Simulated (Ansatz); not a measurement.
**Run report: GaAs, geometry relaxation (part 2 of 2)**

The same run, continued: GaAs (F-43m, 2 atoms in the cell); DFT, PBEsol, plane waves, PAW, no spin polarisation (Ansatz 0.2.0); cutoff 420 eV, 1×1×1 k-mesh, Gaussian smearing of 0.02 eV. The structure derives from an entry of the Crystallography Open Database. Some settings of this run were made unusual or wrong on purpose.

Geometry of the input (Å; fractional positions):
```
0.0000  2.8268  2.8268
2.8268  0.0000  2.8268
2.8268  2.8268  0.0000
Ga 0.0000  0.0000  0.0000
As 0.7500  0.7500  0.7500
```

## Output, continued
```
SCF iter   1: F=—  HF=-8550.057901 eV  |F-HF|=—  |Δ(HF+E_count)|=         —  Δρ=5.20e-4  dr2=4.82e-5  ethr=3.81e-7  ⟨swp⟩=2.0  Hψ=116  notcnv=0
preconditioner: auto → LDOS  [insulator: Δε(μ)=2.040 eV  Ē_g=11.192 eV  σ=0.020 eV  W_gap=0.67  n_scr=14 (ndim 8)  ℏωp=12.8 eV  f_vac=0.447  D(μ)=154.26/eV (n_scr^D=6374)  ε∞_Penn≈2.3  β→1.0]
SCF iter   2: F=—  HF=-8550.070882 eV  |F-HF|=—  |Δ(HF+E_count)|=   1.30e-2  Δρ=6.99e-5  dr2=1.59e-5  ethr=1.72e-7  ⟨swp⟩=4.0  Hψ=47  notcnv=0
SCF iter   3: F=—  HF=-8550.070697 eV  |F-HF|=—  |Δ(HF+E_count)|=   1.85e-4  Δρ=6.04e-5  dr2=3.36e-6  ethr=5.70e-8  ⟨swp⟩=2.0  Hψ=28  notcnv=0
SCF iter   4: F=—  HF=-8550.070729 eV  |F-HF|=—  |Δ(HF+E_count)|=   3.16e-5  Δρ=3.41e-5  dr2=1.73e-6  ethr=1.20e-8  ⟨swp⟩=2.0  Hψ=25  notcnv=0
SCF iter   5: F=—  HF=-8550.070871 eV  |F-HF|=—  |Δ(HF+E_count)|=   1.43e-4  Δρ=6.82e-6  dr2=1.33e-7  ethr=6.19e-9  ⟨swp⟩=2.0  Hψ=28  notcnv=0
SCF iter   6: F=—  HF=-8550.070875 eV  |F-HF|=—  |Δ(HF+E_count)|=   3.93e-6  Δρ=3.45e-6  dr2=5.13e-8  ethr=4.76e-10  ⟨swp⟩=2.0  Hψ=33  notcnv=0
SCF iter   7: F=—  HF=-8550.070876 eV  |F-HF|=—  |Δ(HF+E_count)|=   2.40e-7  Δρ=1.95e-6  dr2=1.90e-8  ethr=1.83e-10  ⟨swp⟩=2.0  Hψ=33  notcnv=0
SCF iter   8: F=—  HF=-8550.070876 eV  |F-HF|=—  |Δ(HF+E_count)|=   2.23e-8  Δρ=1.38e-6  dr2=1.05e-8  ethr=6.80e-11  ⟨swp⟩=2.0  Hψ=19  notcnv=0
SCF iter   9: F=—  HF=-8550.070876 eV  |F-HF|=—  |Δ(HF+E_count)|=   5.73e-9  Δρ=1.50e-6  dr2=1.15e-8  ethr=3.76e-11  ⟨swp⟩=1.0  Hψ=18  notcnv=0
SCF iter  10: F=—  HF=-8550.070876 eV  |F-HF|=—  |Δ(HF+E_count)|=   1.47e-8  Δρ=1.22e-6  dr2=7.07e-9  ethr=3.76e-11  ⟨swp⟩=2.0  Hψ=19  notcnv=0
SCF iter  11: F=—  HF=-8550.070876 eV  |F-HF|=—  |Δ(HF+E_count)|=   7.33e-8  Δρ=1.05e-6  dr2=2.47e-9  ethr=2.52e-11  ⟨swp⟩=2.0  Hψ=23  notcnv=0
SCF iter  12: F=—  HF=-8550.070876 eV  |F-HF|=—  |Δ(HF+E_count)|=   8.18e-8  Δρ=3.62e-7  dr2=1.62e-10  ethr=8.83e-12  ⟨swp⟩=2.0  Hψ=23  notcnv=0
SCF iter  13: F=—  HF=-8550.070876 eV  |F-HF|=—  |Δ(HF+E_count)|=   2.55e-8  Δρ=1.39e-7  dr2=1.80e-11  ethr=1.00e-12  ⟨swp⟩=4.0  Hψ=84  notcnv=0
SCF iter  14: F=-8550.070876 eV  HF=-8550.070876 eV  |F-HF|=1.07e-10  |Δ(HF+E_count)|=  3.38e-10  Δρ=3.21e-8  dr2=1.42e-12  ethr=1.00e-12  ⟨swp⟩=5.0  Hψ=72  notcnv=0
smearing: bands 12 to 14 share 4.000 electrons (bands counted from 0; each is filled to between 0.6667 and 0.6667 of a full level; at each k-point the levels lie within 6.1e-14 eV, against a smearing width of 0.0200 eV). These levels lie on atom 1 (counted from 0 in the run's list of atoms), on whose pseudo-atomic orbitals the least share of any combination of these levels is 0.910. The entropy term TS of this state is 0.0309 eV
SCF 19 converged in 14 iterations: F = -8550.070876 eV  dr2 = 1.42e-12
relax step  19: F+E_penalty+E_count = -8550.07087565 eV  Δ(F+E_penalty+E_count) = -7.793e-4 eV  max|allowed force component| = 1.043e-27 eV/Å  Δτ_max = 0.0000 Å  P = +0.008 GPa  Ω = 152.593 Å³  stress off target by 7.79e-3 GPa  SCF on the basis re-selected at this cell (its energy is not comparable with the rows above)  (14 SCF iters)
```

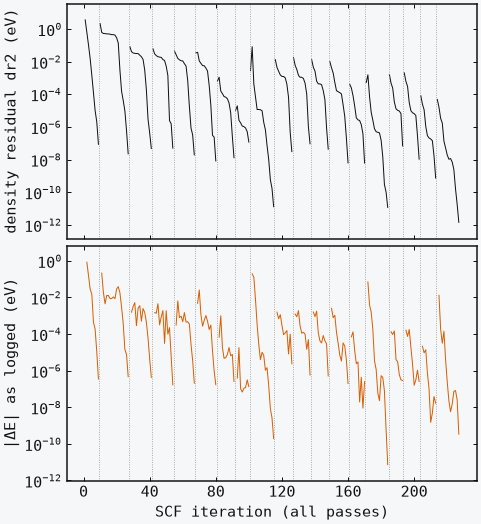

Convergence of the self-consistent field: density residual dr2 and size of the energy change against the SCF iteration. The dotted lines part the SCF passes of the relaxation: geometry steps, rejected trials and re-solves on a re-selected basis. The 19 passes take 9 to 18 iterations each, 227 in all.

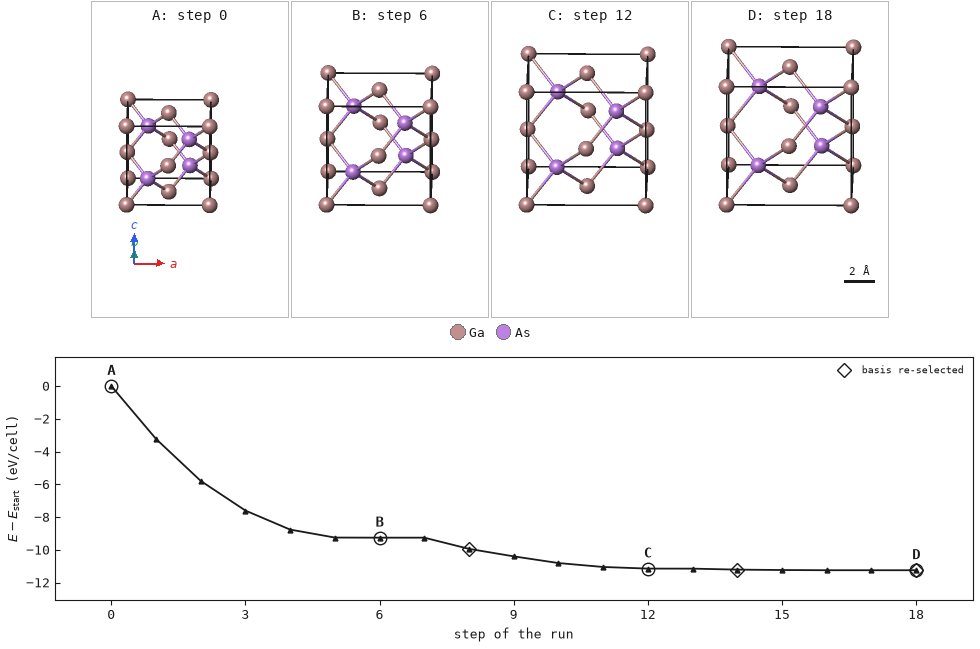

Frames of the relaxation (ball-and-stick view of the cell 4 times as large as that of the calculation, set on its symmetry axes, seen at an oblique angle) above the curves, on which the letters mark them (the first geometry is step 0 here and step 1 in the log).

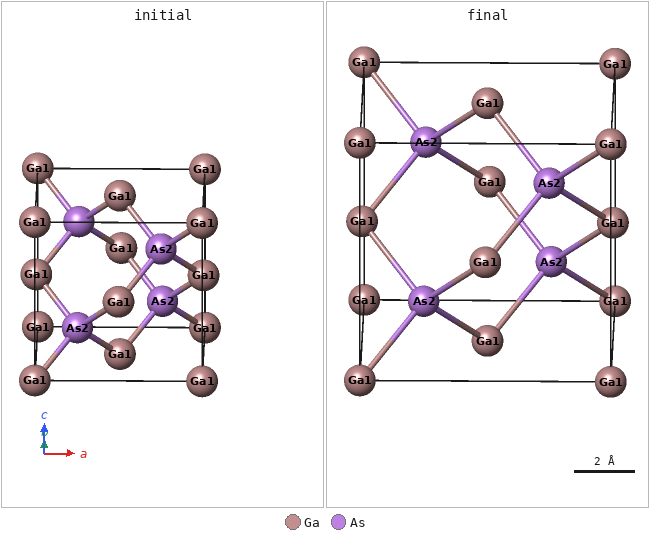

Before (left) and after (right) the relaxation, at one scale (ball-and-stick view of the cell 4 times as large as that of the calculation, set on its symmetry axes, seen at an oblique angle). Over 15 geometry steps the energy falls by 11.246 eV per cell of the calculation. All forces vanish by symmetry, so only the cell relaxes. The pressure goes from 44.74 to 0.01 GPa. The basis was re-selected twice at an unchanged geometry, which shifts the energy a little without any move. The atoms keep their places relative to the cell (all moves are under 0.005 Å). Cell: a = b = c 5.654 → 8.483 Å (+50.0 %). Volume +237.8 %. Distances before and after: Ga1–As2 2.448 → 3.673 Å. Bonds break: Ga1–As2 (2.45 → 3.67 Å). The space group stays F-43m (No. 216). The energy change given includes the shifts at the re-selections in mid-walk, which come without any move. A last SCF at the same geometry on a re-selected plane-wave basis shifts the energy by −0.8 meV per cell of the calculation. (Atoms are counted from 1 in the order of the input.)

```
basis re-selected at this cell: Δ(F+E_penalty+E_count) = -7.793e-4 eV, ΔP = -0.001 GPa vs the last step (what re-selecting the basis moved, of the pressure what is left beyond the Pulay correction that the steps carried, after the strain that the cell walked since its last selection, with what the two solves' SCF thresholds leave and, on support functions, any second-order correction that the steps lacked; it is no measure of the basis error at this ecutwfc). The dense FFT grid was sized anew with the basis: this SCF ran on 45×45×45 points, the steps before it on 40×40×40, so part of this shift can come from that change (see relax.cell in the input reference). This SCF's stress stands 7.79e-3 GPa from its target on what of the cell is left free (relax.cell.stress_tol is 5.00e-2 GPa) and its largest allowed force component is 1.04e-27 eV/Å (relax.f_tol is 5.00e-3 eV/Å): within both
SCF converged after 14 iterations
Free energy (F): -8550.070876 eV
Harris-Foulkes:  -8550.070876 eV  (|F-HF|=1.07e-10)
Internal energy: -8550.040023 eV  (E = F + TS)
E sigma→0 (E₀):  -8550.055449 eV
Entropy (-TS):   -0.030852 eV (-15.426 meV/atom)
Fermi energy:    -0.368920 eV
--- Per-component energies (eV) ---
  E_band       = -537.493343
  E_kinetic    = 213.486951
  E_local      = -5477.344900  (includes V_loc(G=0)·N_el)
  E_nonlocal   = -248.001658
  E_hartree    = 2635.585749
  E_xc         = -142.390515
  E_vxc        = -130.138602  (∫ρ·V_xc dr)
  E_paw        = -3734.500099  (= ΣΔE_a)
  E_vpaw       = -166.666552  (= ΣTr[D̂ρ^β])
  E_aug_tail   = -0.000096  (compensation charges beyond the density's cutoff)
  E_ewald      = -1798.704862
  E_core_change = 1.829407  (= ΣΔE_core)
  E_smearing   = -0.030852  (= −TS)
  E_closure    = 0.000000  (closes the sum)
  Σ components = -8550.070876   (vs F -8550.070876, Δ=0.00e0)
--- Forces (eV/Å), atoms counted from 1 ---
  atom   1  Ga     0.00000000    -0.00000000     0.00000000
  atom   2  As     0.00000000    -0.00000000     0.00000000
  max |Σ_I F_I| component: 4.04e-27 eV/Å
--- Stress (GPa, compression-positive) ---
        0.007787       0.000000       0.000000
        0.000000       0.007787       0.000000
        0.000000       0.000000       0.007787
  P = ⅓ Tr σ = 0.0078 GPa (0.078 kbar)
--- Band table (eV) ---
  k-point 0: bands = ["-34.7715", "-34.7715", "-34.7709", "-34.7709", "-34.7709", "-15.9283", "-15.9283", "-15.9257", "-15.9257", "-15.9257", "-9.2594", "-5.2478", "-0.3750", "-0.3750", "-0.3750", "1.6727", "1.6727", "1.6727"]
--- Relaxed structure (16 steps of the walk, 16 accepted, 3 SCFs on fresh bases) ---
  F+E_penalty+E_count = -8550.07087565 eV   max|allowed force component| = 1.043e-27 eV/Å   (the final SCF, on the basis selected at the relaxed cell)
  cell:  # Å, volume = 152.5934 Å³
    - [8.369385273352918e-33, 4.241328750042611, 4.241328750042611]
    - [4.241328750042611, 6.454683856356874e-33, 4.241328750042611]
    - [4.241328750042611, 4.241328750042611, 4.720577654933e-33]
  atoms:
    - { symbol: Ga, position: [4.604277703012978e-34, -7.618892502426195e-34, -3.014095009562845e-34] }
    - { symbol: As, position: [0.75, 0.75, 0.75] }
```

## Trajectory as extended XYZ (Å, eV, eV/Å), 19 frames, from step=1 to step=19
```
2
Lattice="0.0000 2.8268 2.8268 2.8268 0.0000 2.8268 2.8268 2.8268 0.0000" Properties=species:S:1:pos:R:3:forces:R:3 step=1 energy=-8538.82371 pressure_GPa=44.74
Ga    0.0000    0.0000    0.0000    0.0000   0.0000   0.0000
As    4.2403    4.2403    4.2403    0.0000   0.0000   0.0000
2
Lattice="0.0000 2.9647 2.9647 2.9647 0.0000 2.9647 2.9647 2.9647 0.0000" Properties=species:S:1:pos:R:3:forces:R:3 step=2 energy=-8542.05141 pressure_GPa=66.33
Ga    0.0000    0.0000    0.0000    0.0000   0.0000   0.0000
As    4.4470    4.4470    4.4470    0.0000   0.0000   0.0000
2
Lattice="0.0000 3.1025 3.1025 3.1025 0.0000 3.1025 3.1025 3.1025 0.0000" Properties=species:S:1:pos:R:3:forces:R:3 step=3 energy=-8544.61688 pressure_GPa=43.55
Ga    0.0000    0.0000    0.0000    0.0000   0.0000   0.0000
As    4.6537    4.6537    4.6537    0.0000   0.0000   0.0000
2
Lattice="0.0000 3.2403 3.2403 3.2403 0.0000 3.2403 3.2403 3.2403 0.0000" Properties=species:S:1:pos:R:3:forces:R:3 step=4 energy=-8546.42764 pressure_GPa=27.34
Ga    0.0000    0.0000    0.0000    0.0000   0.0000   0.0000
As    4.8604    4.8604    4.8604    0.0000   0.0000   0.0000
2
Lattice="0.0000 3.3781 3.3781 3.3781 0.0000 3.3781 3.3781 3.3781 0.0000" Properties=species:S:1:pos:R:3:forces:R:3 step=5 energy=-8547.58951 pressure_GPa=14.31
Ga    0.0000    0.0000    0.0000    0.0000   0.0000   0.0000
As    5.0671    5.0671    5.0671    0.0000   0.0000   0.0000
2
Lattice="0.0000 3.5159 3.5159 3.5159 0.0000 3.5159 3.5159 3.5159 0.0000" Properties=species:S:1:pos:R:3:forces:R:3 step=6 energy=-8548.07625 pressure_GPa=1.68
Ga    0.0000    0.0000    0.0000    0.0000   0.0000   0.0000
As    5.2738    5.2738    5.2738    0.0000   0.0000   0.0000
2
Lattice="0.0000 3.5360 3.5360 3.5360 0.0000 3.5360 3.5360 3.5360 0.0000" Properties=species:S:1:pos:R:3:forces:R:3 step=7 energy=-8548.08266 pressure_GPa=-0.25
Ga    0.0000    0.0000    0.0000    0.0000   0.0000   0.0000
As    5.3040    5.3040    5.3040    0.0000   0.0000   0.0000
2
Lattice="0.0000 3.5334 3.5334 3.5334 0.0000 3.5334 3.5334 3.5334 0.0000" Properties=species:S:1:pos:R:3:forces:R:3 step=8 energy=-8548.08285 pressure_GPa=0.00
Ga    0.0000    0.0000    0.0000    0.0000   0.0000   0.0000
As    5.3001    5.3001    5.3001    0.0000   0.0000   0.0000
2
Lattice="0.0000 3.5334 3.5334 3.5334 0.0000 3.5334 3.5334 3.5334 0.0000" Properties=species:S:1:pos:R:3:forces:R:3 step=9 energy=-8548.76612 pressure_GPa=10.88
Ga    0.0000    0.0000    0.0000    0.0000   0.0000   0.0000
As    5.3001    5.3001    5.3001    0.0000   0.0000   0.0000
2
Lattice="0.0000 3.6383 3.6383 3.6383 0.0000 3.6383 3.6383 3.6383 0.0000" Properties=species:S:1:pos:R:3:forces:R:3 step=10 energy=-8549.22369 pressure_GPa=7.47
Ga    0.0000    0.0000    0.0000    0.0000   0.0000   0.0000
As    5.4574    5.4574    5.4574    0.0000   0.0000   0.0000
2
Lattice="0.0000 3.7761 3.7761 3.7761 0.0000 3.7761 3.7761 3.7761 0.0000" Properties=species:S:1:pos:R:3:forces:R:3 step=11 energy=-8549.63199 pressure_GPa=4.33
Ga    0.0000    0.0000    0.0000    0.0000   0.0000   0.0000
As    5.6642    5.6642    5.6642    0.0000   0.0000   0.0000
2
Lattice="0.0000 3.9139 3.9139 3.9139 0.0000 3.9139 3.9139 3.9139 0.0000" Properties=species:S:1:pos:R:3:forces:R:3 step=12 energy=-8549.87176 pressure_GPa=2.14
Ga    0.0000    0.0000    0.0000    0.0000   0.0000   0.0000
As    5.8709    5.8709    5.8709    0.0000   0.0000   0.0000
2
Lattice="0.0000 4.0517 4.0517 4.0517 0.0000 4.0517 4.0517 4.0517 0.0000" Properties=species:S:1:pos:R:3:forces:R:3 step=13 energy=-8549.97075 pressure_GPa=0.37
Ga    0.0000    0.0000    0.0000    0.0000   0.0000   0.0000
As    6.0776    6.0776    6.0776    0.0000   0.0000   0.0000
2
Lattice="0.0000 4.0826 4.0826 4.0826 0.0000 4.0826 4.0826 4.0826 0.0000" Properties=species:S:1:pos:R:3:forces:R:3 step=14 energy=-8549.97364 pressure_GPa=-0.03
Ga    0.0000    0.0000    0.0000    0.0000   0.0000   0.0000
As    6.1240    6.1240    6.1240    0.0000   0.0000   0.0000
2
Lattice="0.0000 4.0826 4.0826 4.0826 0.0000 4.0826 4.0826 4.0826 0.0000" Properties=species:S:1:pos:R:3:forces:R:3 step=15 energy=-8550.03321 pressure_GPa=0.81
Ga    0.0000    0.0000    0.0000    0.0000   0.0000   0.0000
As    6.1240    6.1240    6.1240    0.0000   0.0000   0.0000
2
Lattice="0.0000 4.1476 4.1476 4.1476 0.0000 4.1476 4.1476 4.1476 0.0000" Properties=species:S:1:pos:R:3:forces:R:3 step=16 energy=-8550.05808 pressure_GPa=0.43
Ga    0.0000    0.0000    0.0000    0.0000   0.0000   0.0000
As    6.2214    6.2214    6.2214    0.0000   0.0000   0.0000
2
Lattice="0.0000 4.2250 4.2250 4.2250 0.0000 4.2250 4.2250 4.2250 0.0000" Properties=species:S:1:pos:R:3:forces:R:3 step=17 energy=-8550.06978 pressure_GPa=0.07
Ga    0.0000    0.0000    0.0000    0.0000   0.0000   0.0000
As    6.3375    6.3375    6.3375    0.0000   0.0000   0.0000
2
Lattice="0.0000 4.2413 4.2413 4.2413 0.0000 4.2413 4.2413 4.2413 0.0000" Properties=species:S:1:pos:R:3:forces:R:3 step=18 energy=-8550.07010 pressure_GPa=0.01
Ga    0.0000    0.0000    0.0000    0.0000   0.0000   0.0000
As    6.3620    6.3620    6.3620    0.0000   0.0000   0.0000
2
Lattice="0.0000 4.2413 4.2413 4.2413 0.0000 4.2413 4.2413 4.2413 0.0000" Properties=species:S:1:pos:R:3:forces:R:3 step=19 energy=-8550.07088 pressure_GPa=0.01
Ga    0.0000    0.0000    0.0000    0.0000   0.0000   0.0000
As    6.3620    6.3620    6.3620    0.0000   0.0000   0.0000
```

## Outcome

- outcome: converged
- space group (tolerance 0.01 Å): F-43m (216)
- electrons treated: 28
- free energy: −8550.0709 eV
- Fermi energy: −0.369 eV
- gap on the k-point mesh: none (metallic)
- pressure: 0.01 GPa
- final volume: 152.59 Å³
- largest force (length of the vector) at the end: under 0.001 eV/Å
- final cell: a = 5.998 Å, b = 5.998 Å, c = 5.998 Å, α = 60.00°, β = 60.00°, γ = 60.00°
- hardware: 2 threads of Intel Xeon (Granite Rapids), 32 GiB of memory available, shared host
- wall time: 6.2 s (CPU time 10 s)
- peak memory: 0.44 GiB

## Diagnosis

A setting was made wrong on purpose: one k-point for a small cell (`kpoints.mp_grid.grid`). One point cannot sample the zone of a small cell. The run converged all the same; its numbers are those of the faulty input and shouldn't be used.
